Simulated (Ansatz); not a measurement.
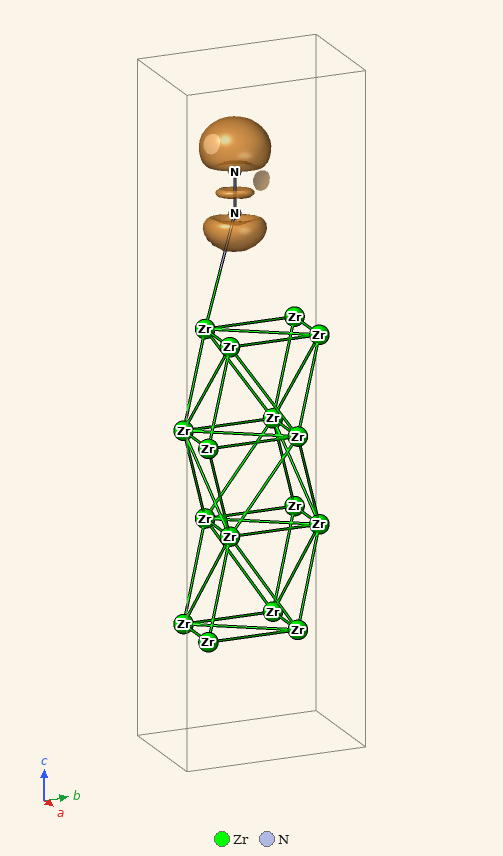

*Zr₈N (slab). Isosurface of the ELF at 0.8 (orange), seen slightly off an axis. Only the valence region is drawn (cores and ρ < 0.01 e/Å³ removed). Sticks mark near contacts.*

A point of a scan over the structure, not its minimum; not relaxed (largest force 1.0 eV/Å).

Computed with DFT PBE+D3(BJ), scalar-relativistic, plane waves, PAW in Ansatz.

> Identify the bonds, lone pairs and shells in this picture.

The surface consists of one region between bonded N–N atoms, one lobe on N, pointing away from the bonds (lone pairs) and one region wrapped around N (its valence shell), counted in one cell of 18 atoms. Counts are for one cell; the picture repeats the cell along the surface. Profiles from the grid: N–N (1.10 Å): the ELF peaks at about 0.85 between the atoms. Zr–Zr (3.07 Å): the ELF is about 0.20 at the midpoint (no localised pair shows between them).
